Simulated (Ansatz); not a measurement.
## Geometry relaxation, with input and output: CdS (part 1 of 2)

System: CdS (4 atoms in the cell).
Method: DFT PBEsol, scalar-relativistic, plane waves, PAW, no spin polarisation (Ansatz 0.2.0).

The structure derives from an entry of the Crystallography Open Database. Figures and captions count atoms from 1; the log counts them from 0 in places.

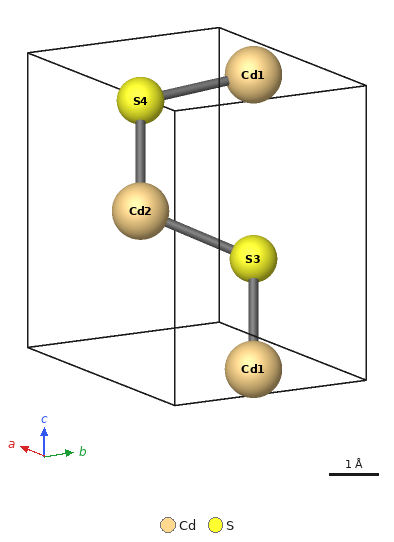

*The structure as given in the input (ball-and-stick view of the cell of the calculation, seen at an oblique angle; atoms are numbered from 1 in the order of the input).*

Key numbers

| quantity | value |
| --- | --- |
| outcome | converged |
| space group (tolerance 0.01 Å) | P6₃mc (186) |
| electrons treated | 52 |
| free energy | −18140.4530 eV |
| Fermi energy | 7.408 eV |
| gap on the k-point mesh | 1.09 eV |
| pressure | 0.00 GPa |
| final volume | 98.81 Å³ |
| largest force (length of the vector) at the end | 0.001 eV/Å |
| final cell | a = 4.124 Å, b = 4.124 Å, c = 6.710 Å, α = 90.00°, β = 90.00°, γ = 120.00° |
| hardware | 2 threads of Arm Neoverse V1, 24 GiB of memory available, shared host |
| wall time | 26 s (CPU time 52 s) |
| peak memory | 0.39 GiB |

Input file
```yaml
crystal:
  lattice:
    - [4.15, 0.0, 0.0]
    - [-2.075, 3.5940054257, 0.0]
    - [0.0, 0.0, 6.737]
  atoms:
    - { symbol: Cd, position: [0.3333333333, 0.6666666667, 0.0] }
    - { symbol: Cd, position: [0.6666666667, 0.3333333333, 0.5] }
    - { symbol: S, position: [0.3333333333, 0.6666666667, 0.375] }
    - { symbol: S, position: [0.6666666667, 0.3333333333, 0.875] }
basis:
  ecutwfc: 420
kpoints:
  mp_grid: { grid: [9, 9, 4] }
hamiltonian:
  xc: pbesol
scf:
  occupations: { method: gaussian, width: 0.02 }
output:
  forces: true
  stress: true
  eigenvalues: true
  write_density: true
  write_potential: true
  elf: true
  volumetric_format: npy
relax:
  adjacent_minimum: "off"
  f_tol: 0.005
  max_steps: 80
  cell: { stress_tol: 0.05 }
```

Launched with:
```bash
ansatz run input.yaml --threads 2 --pin off --max-ram 5120MiB --backend cpu --events-out ev --progress --plain --runs-dir out
```

The program's output
```
Engine: ansatz 0.2.0, aarch64-unknown-linux-gnu
Pseudopotentials: kind: paw
Pseudopotential: Cd, paw, valence charge 20, recommended cutoff 420 eV (normal), Cd.paw.azcp
Pseudopotential: S, paw, valence charge 6, recommended cutoff 420 eV (normal), S.paw.azcp
Functional definition: PBEsol
  exchange = pbesol_x
  correlation = pbesol_c
Crystal: 4 atoms, lattice volume = 100.483 Å³
Basis set: ecut = 420 eV, 1973 PW (Γ), exchange–correlation on 60×60×96 points (8 copies of the dense FFT grid, shifted against one another)
Bands: 32, of which v1, the nominal top of the filled ones, is band 26 counted from 1 (25 counted from 0)
Symmetry: 12 space group operations
Space group: P63mc (ITA 186), of the structure as read, at distance tolerance 4.6e-5 Å
k-points: 36 of 324 (time reversal used)
Non-local potential: Cd, projectors of the file, l = 0: 3, l = 1: 2, l = 2: 2, l = 3: 1
Non-local potential: S, projectors of the file, l = 0: 2, l = 1: 2, l = 2: 2
PAW form: soft (Blöchl's): semilocal exchange-correlation on the pseudo side does not see the compensation charge
PAW frozen core: Cd, regenerated for the run's functional, and the local potential with it (the file was generated under x = pbe(κ = 0.804, μ = 0.2195149727645171), c = pbe(β = 0.06672455060314922))
PAW frozen core: S, regenerated for the run's functional, and the local potential with it (the file was generated under x = pbe(κ = 0.804, μ = 0.2195149727645171), c = pbe(β = 0.06672455060314922))
PAW one-centre angular grid: Cd, 590 points (default); XC on 64 Gauss nodes
PAW one-centre angular grid: S, 110 points (default); XC on 64 Gauss nodes
Initial density: superposition of atomic densities (neutral atoms: chi_scale 0, normalization atom), corrected by the library's trained network
Initial wavefunctions: pseudopotential atomic-orbital guess
Functional: x = pbesol(κ = 0.804, μ = 0.12345679012345678), c = pbesol(β = 0.046)
SCF iter   1: F=—  HF=-18140.457406 eV  |F-HF|=—  |Δ(HF+E_count)|=         —  Δρ=5.21e-3  dr2=3.71e-2  ethr=1.77e-3  ⟨swp⟩=6.2  Hψ=4740  notcnv=0
preconditioner: auto → Resta (q_TF=auto, 2.445 Å⁻¹)  ε∞=4.7  [insulator: Δε(μ)=0.987 eV  Ē_g=11.480 eV  σ=0.020 eV  W_gap=1.00  n_scr=22 (ndim 8)  ℏωp=22.2 eV  f_vac=0.131  D(μ)=0.00/eV (n_scr^D=0)  ε∞_Penn≈4.7]
SCF iter   2: F=—  HF=-18140.448273 eV  |F-HF|=—  |Δ(HF+E_count)|=   9.13e-3  Δρ=1.99e-3  dr2=6.34e-3  ethr=7.13e-5  ⟨swp⟩=2.8  Hψ=2152  notcnv=0  defer=62
SCF iter   3: F=—  HF=-18140.446693 eV  |F-HF|=—  |Δ(HF+E_count)|=   1.58e-3  Δρ=4.67e-4  dr2=2.57e-4  ethr=1.22e-5  ⟨swp⟩=2.0  Hψ=1832  notcnv=0  defer=62
SCF iter   4: F=—  HF=-18140.446769 eV  |F-HF|=—  |Δ(HF+E_count)|=   7.63e-5  Δρ=1.99e-4  dr2=5.76e-5  ethr=4.94e-7  ⟨swp⟩=2.9  Hψ=1808  notcnv=0  defer=62
SCF iter   5: F=—  HF=-18140.446835 eV  |F-HF|=—  |Δ(HF+E_count)|=   6.62e-5  Δρ=5.17e-5  dr2=3.72e-6  ethr=1.11e-7  ⟨swp⟩=2.6  Hψ=1856  notcnv=0  defer=62
SCF iter   6: F=—  HF=-18140.446843 eV  |F-HF|=—  |Δ(HF+E_count)|=   7.61e-6  Δρ=1.45e-5  dr2=2.90e-7  ethr=7.15e-9  ⟨swp⟩=2.0  Hψ=1738  notcnv=0  defer=62
SCF iter   7: F=-18140.446844 eV  HF=-18140.446844 eV  |F-HF|=3.61e-8  |Δ(HF+E_count)|=   6.63e-7  Δρ=3.14e-6  dr2=1.42e-8  ethr=1.92e-10  ⟨swp⟩=12.4  Hψ=8090  notcnv=0
SCF 1 converged in 7 iterations: F = -18140.446844 eV  dr2 = 1.42e-8
  greatest PAW one-centre occupation: 1.000 electrons in one spin orbital (limit 2), on the Cd atom at site 1 (counted from 0), in its partial waves of l = 0
relax step   1: F+E_penalty+E_count = -18140.44684357 eV  Δ(F+E_penalty+E_count) = +0.000e0 eV  max|allowed force component| = 6.556e-2 eV/Å  Δτ_max = 0.0000 Å  P = -0.979 GPa  Ω = 100.483 Å³  (7 SCF iters, dr2 threshold 1.00e-7 eV, accepted)
Crystal: 4 atoms, lattice volume = 98.751 Å³
Basis set: ecut = 420 eV, 1943 PW (Γ), exchange–correlation on 60×60×96 points (8 copies of the dense FFT grid, shifted against one another)
Initial density: handed on by an earlier stage of this run
Initial wavefunctions: those handed on with the density
iter 1 solved again at ethr=6.15e-7 eV; its pass at ethr=3.10e-3 eV (dr2=3.20e-4 eV) is discarded
SCF iter   1: F=—  HF=-18140.453189 eV  |F-HF|=—  |Δ(HF+E_count)|=         —  Δρ=5.46e-4  dr2=3.45e-4  ethr=6.15e-7  ⟨swp⟩=2.0  Hψ=5557  notcnv=0
preconditioner: auto → Resta (q_TF=auto, 2.452 Å⁻¹)  ε∞=4.7  [insulator: Δε(μ)=1.096 eV  Ē_g=11.585 eV  σ=0.020 eV  W_gap=1.00  n_scr=22 (ndim 8)  ℏωp=22.4 eV  f_vac=0.112  D(μ)=0.00/eV (n_scr^D=0)  ε∞_Penn≈4.7]
SCF iter   2: F=—  HF=-18140.453123 eV  |F-HF|=—  |Δ(HF+E_count)|=   6.64e-5  Δρ=2.50e-4  dr2=8.31e-5  ethr=6.15e-7  ⟨swp⟩=2.1  Hψ=1352  notcnv=0
SCF iter   3: F=—  HF=-18140.453114 eV  |F-HF|=—  |Δ(HF+E_count)|=   8.21e-6  Δρ=8.11e-5  dr2=9.87e-6  ethr=1.60e-7  ⟨swp⟩=2.0  Hψ=1361  notcnv=0
SCF iter   4: F=—  HF=-18140.453119 eV  |F-HF|=—  |Δ(HF+E_count)|=   4.65e-6  Δρ=3.03e-5  dr2=1.19e-6  ethr=1.90e-8  ⟨swp⟩=3.0  Hψ=2055  notcnv=0
SCF iter   5: F=-18140.453120 eV  HF=-18140.453120 eV  |F-HF|=1.86e-7  |Δ(HF+E_count)|=   9.76e-7  Δρ=1.07e-5  dr2=1.04e-7  ethr=7.69e-10  ⟨swp⟩=9.0  Hψ=7664  notcnv=0
SCF 2 converged in 5 iterations: F = -18140.453120 eV  dr2 = 1.04e-7
relax step   2: F+E_penalty+E_count = -18140.45312020 eV  Δ(F+E_penalty+E_count) = -6.277e-3 eV  max|allowed force component| = 2.237e-2 eV/Å  Δτ_max = 0.0027 Å  P = +0.041 GPa  Ω = 98.751 Å³  energy of the carried Pulay correction = +2.435e-4 eV  (5 SCF iters, dr2 threshold 4.00e-7 eV, accepted)
Crystal: 4 atoms, lattice volume = 98.800 Å³
iter 1 solved again at ethr=9.88e-9 eV; its pass at ethr=3.10e-3 eV (dr2=5.14e-6 eV) is discarded
SCF iter   1: F=—  HF=-18140.453198 eV  |F-HF|=—  |Δ(HF+E_count)|=         —  Δρ=9.20e-5  dr2=5.28e-6  ethr=9.88e-9  ⟨swp⟩=2.8  Hψ=5377  notcnv=0
preconditioner: auto → Resta (q_TF=auto, 2.452 Å⁻¹)  ε∞=4.7  [insulator: Δε(μ)=1.091 eV  Ē_g=11.585 eV  σ=0.020 eV  W_gap=1.00  n_scr=22 (ndim 8)  ℏωp=22.4 eV  f_vac=0.113  D(μ)=0.00/eV (n_scr^D=0)  ε∞_Penn≈4.7]
SCF iter   2: F=—  HF=-18140.453208 eV  |F-HF|=—  |Δ(HF+E_count)|=   1.04e-5  Δρ=4.73e-5  dr2=1.30e-6  ethr=9.88e-9  ⟨swp⟩=2.2  Hψ=1705  notcnv=0
SCF iter   3: F=—  HF=-18140.453208 eV  |F-HF|=—  |Δ(HF+E_count)|=   1.91e-7  Δρ=7.38e-6  dr2=5.88e-8  ethr=2.49e-9  ⟨swp⟩=2.0  Hψ=1627  notcnv=0
SCF iter   4: F=-18140.453208 eV  HF=-18140.453208 eV  |F-HF|=1.41e-9  |Δ(HF+E_count)|=   1.97e-8  Δρ=2.18e-6  dr2=5.11e-9  ethr=1.01e-10  ⟨swp⟩=7.2  Hψ=6047  notcnv=0
SCF 3 converged in 4 iterations: F = -18140.453208 eV  dr2 = 5.11e-9
relax step   3: F+E_penalty+E_count = -18140.45320806 eV  Δ(F+E_penalty+E_count) = -8.786e-5 eV  max|allowed force component| = 7.931e-3 eV/Å  Δτ_max = 0.0013 Å  P = +0.011 GPa  Ω = 98.800 Å³  energy of the carried Pulay correction = +2.366e-4 eV  (4 SCF iters, dr2 threshold 5.23e-8 eV, accepted)
Crystal: 4 atoms, lattice volume = 98.815 Å³
iter 1 solved again at ethr=7.73e-9 eV; its pass at ethr=3.10e-3 eV (dr2=4.02e-6 eV) is discarded
SCF iter   1: F=—  HF=-18140.453213 eV  |F-HF|=—  |Δ(HF+E_count)|=         —  Δρ=9.11e-5  dr2=3.84e-6  ethr=7.73e-9  ⟨swp⟩=2.9  Hψ=5387  notcnv=0
preconditioner: auto → Resta (q_TF=auto, 2.451 Å⁻¹)  ε∞=4.7  [insulator: Δε(μ)=1.093 eV  Ē_g=11.584 eV  σ=0.020 eV  W_gap=1.00  n_scr=22 (ndim 8)  ℏωp=22.4 eV  f_vac=0.113  D(μ)=0.00/eV (n_scr^D=0)  ε∞_Penn≈4.7]
SCF iter   2: F=—  HF=-18140.453223 eV  |F-HF|=—  |Δ(HF+E_count)|=   1.01e-5  Δρ=4.84e-5  dr2=1.15e-6  ethr=7.38e-9  ⟨swp⟩=1.0  Hψ=1152  notcnv=0
SCF iter   3: F=—  HF=-18140.453223 eV  |F-HF|=—  |Δ(HF+E_count)|=   9.56e-8  Δρ=6.31e-6  dr2=6.02e-8  ethr=2.21e-9  ⟨swp⟩=2.1  Hψ=1802  notcnv=0
SCF iter   4: F=-18140.453223 eV  HF=-18140.453223 eV  |F-HF|=1.83e-9  |Δ(HF+E_count)|=   1.32e-8  Δρ=1.88e-6  dr2=3.80e-9  ethr=7.56e-12  ⟨swp⟩=5.3  Hψ=6201  notcnv=0
SCF 4 converged in 4 iterations: F = -18140.453223 eV  dr2 = 3.80e-9
relax step   4: F+E_penalty+E_count = -18140.45322315 eV  Δ(F+E_penalty+E_count) = -1.509e-5 eV  max|allowed force component| = 1.095e-3 eV/Å  Δτ_max = 0.0012 Å  P = +0.003 GPa  Ω = 98.815 Å³  energy of the carried Pulay correction = +2.345e-4 eV  (4 SCF iters, dr2 threshold 3.93e-9 eV, accepted)
Basis set: ecut = 420 eV, 1943 PW (Γ), exchange–correlation on 60×60×90 points (8 copies of the dense FFT grid, shifted against one another)
Initial wavefunctions: pseudopotential atomic-orbital guess (no wavefunctions were taken with the density)
iter 1 solved again at ethr=1.20e-7 eV; its pass at ethr=3.10e-3 eV (dr2=6.25e-5 eV) is discarded
SCF iter   1: F=—  HF=-18140.452984 eV  |F-HF|=—  |Δ(HF+E_count)|=         —  Δρ=2.83e-5  dr2=1.35e-7  ethr=1.20e-7  ⟨swp⟩=3.0  Hψ=7825  notcnv=0
preconditioner: auto → Resta (q_TF=auto, 2.451 Å⁻¹)  ε∞=4.7  [insulator: Δε(μ)=1.093 eV  Ē_g=11.584 eV  σ=0.020 eV  W_gap=1.00  n_scr=22 (ndim 8)  ℏωp=22.4 eV  f_vac=0.114  D(μ)=0.00/eV (n_scr^D=0)  ε∞_Penn≈4.7]
SCF iter   2: F=—  HF=-18140.452978 eV  |F-HF|=—  |Δ(HF+E_count)|=   5.63e-6  Δρ=1.32e-5  dr2=3.76e-8  ethr=2.60e-10  ⟨swp⟩=2.2  Hψ=1905  notcnv=0
SCF iter   3: F=—  HF=-18140.452978 eV  |F-HF|=—  |Δ(HF+E_count)|=   1.89e-8  Δρ=3.50e-6  dr2=2.54e-9  ethr=7.23e-11  ⟨swp⟩=2.2  Hψ=1725  notcnv=0
SCF iter   4: F=—  HF=-18140.452978 eV  |F-HF|=—  |Δ(HF+E_count)|=   1.37e-9  Δρ=3.59e-7  dr2=1.25e-10  ethr=4.89e-12  ⟨swp⟩=3.0  Hψ=2337  notcnv=0
SCF iter   5: F=-18140.452978 eV  HF=-18140.452978 eV  |F-HF|=1.46e-11  |Δ(HF+E_count)|=  1.46e-10  Δρ=9.48e-8  dr2=1.60e-11  ethr=1.00e-12  ⟨swp⟩=5.6  Hψ=4654  notcnv=0
SCF 5 converged in 5 iterations: F = -18140.452978 eV  dr2 = 1.60e-11
relax step   5: F+E_penalty+E_count = -18140.45297799 eV  Δ(F+E_penalty+E_count) = +2.452e-4 eV  max|allowed force component| = 1.107e-3 eV/Å  Δτ_max = 0.0000 Å  P = +0.004 GPa  Ω = 98.815 Å³  stress off target by 1.05e-2 GPa  SCF on the basis re-selected at this cell (its energy is not comparable with the rows above)  (5 SCF iters)
```

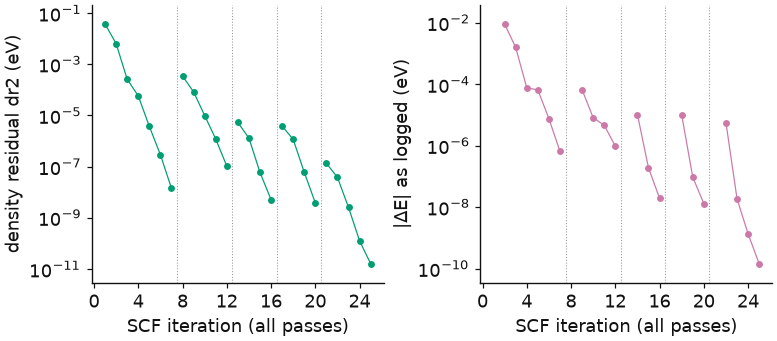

*Convergence of the self-consistent field: density residual dr2 and size of the energy change against the SCF iteration. The dotted lines part the SCF passes of the relaxation: geometry steps, rejected trials and re-solves on a re-selected basis.*

The 5 passes take 4 to 7 iterations each, 25 in all.

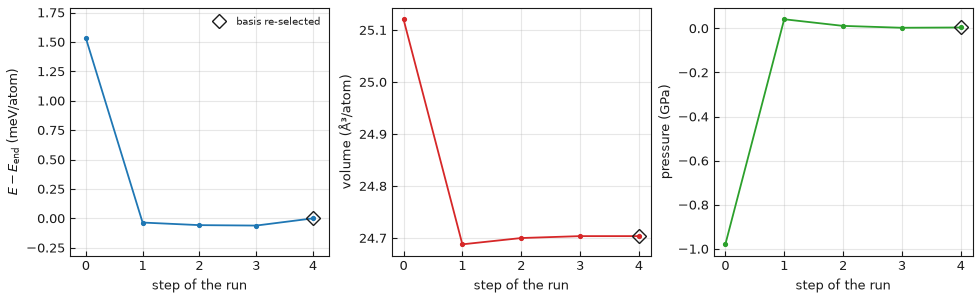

*Progress of the relaxation, step by step (the first geometry is step 0 here and step 1 in the log).*
